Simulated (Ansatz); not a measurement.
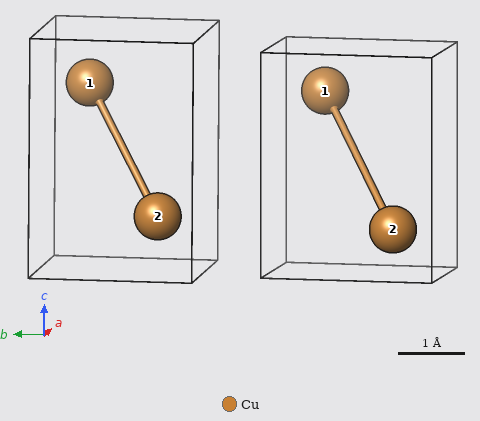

Two geometries of solid Cu (a generated structure, set up in P2_1/m) (coarse preliminary run), drawn at one scale. One is the start of a relaxation, the other its converged end. The picture is a ball-and-stick view of the cell of the calculation, seen from a free direction.

These are results of DFT PBE, scalar-relativistic, plane waves, PAW (Ansatz), not measurements. (plane-wave cutoff 420 eV; k-point mesh 6 × 6 × 6; occupations gaussian; smearing width 0.1 eV; no spin polarisation; cell and atoms relaxed; force threshold 0.04 eV/Å; at most 70 steps)

Which geometry has the lower energy?

The left one is the relaxed one. The energy falls by 384 meV per atom in 5 accepted moves (7 points after the start). The largest force component goes from 3.3 to under 0.0001 eV/Å. The pressure goes from 18.38 to 0.16 GPa. The line search rejected the trial step at point 4 of the run. The SCF was repeated once at an unchanged geometry on a basis and grid sized afresh for the cell, which shifted the energy by 0.3 meV per atom at most. The largest moves relative to the cell, 0.26 Å, are those of Cu1 and Cu2. Cu1 goes along [−3 0 −1]. The volume changes by +1.8 %, with a 2.525 → 2.537 Å (+0.5 %), b 2.657 → 2.541 Å (−4.4 %), c 3.523 → 3.718 Å (+5.5 %), β 95.1° → 90.0°. Some distances before and after: Cu1–Cu2 2.149 → 2.584 Å, Cu1–Cu2 (another image) 2.830 → 2.584 Å, Cu1–Cu2 (another image) 2.776 → 2.585 Å, Cu1–Cu1 2.657 → 2.541 Å. The space group (tolerance 0.01 Å) goes from P2_1/m (No. 11) to I4/mmm (No. 139).

Limits of the set-up: the k-point mesh is coarse for a cell with partly filled bands.
